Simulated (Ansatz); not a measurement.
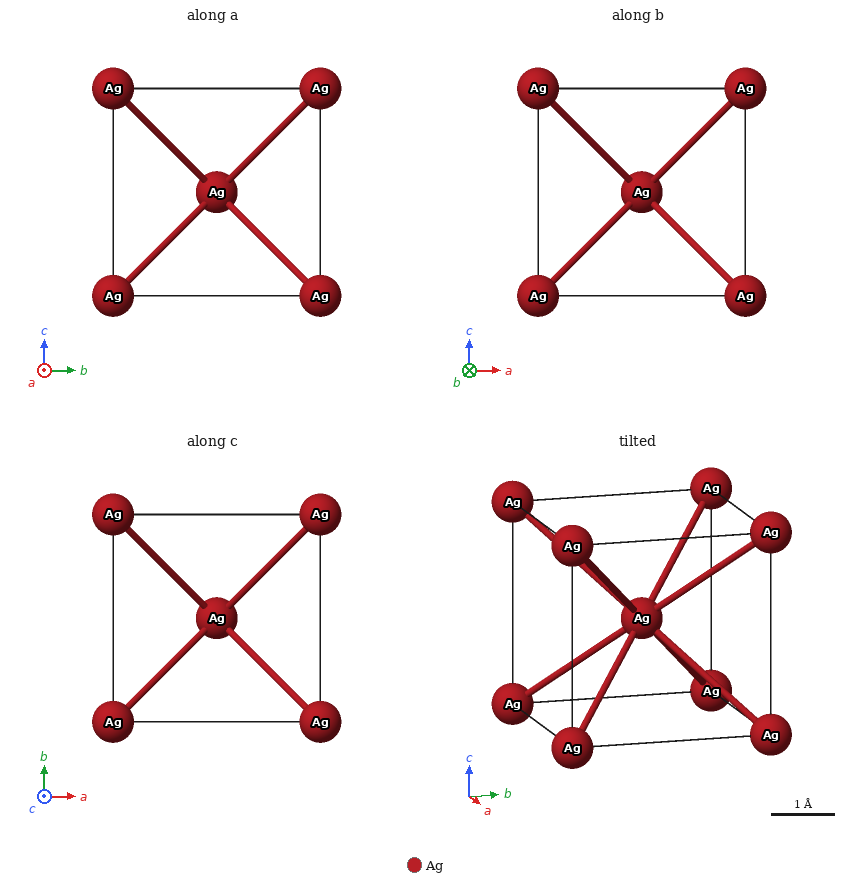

A ball-and-stick picture of a crystal structure, seen along the a axis, along the b axis, along the c axis and slightly off an axis. One conventional unit cell is framed, with atoms on its boundary repeated.

Lattice parameters: a = 3.299 Å, b = 3.299 Å, c = 3.299 Å, α = 90.00°, β = 90.00°, γ = 90.00°.

Q: Write the structure as a table of Wyckoff sites.

A: Space group Im-3m (No. 229).
```
atom  site       x       y       z
  Ag    2a  0.0000  0.0000  0.0000
```

Its origin is a structure type filled with this element by a generator (whether the element takes this form wasn't checked). Earlier steps of the study may have refined or changed the cell and positions. A calculation with Ansatz used it as input.
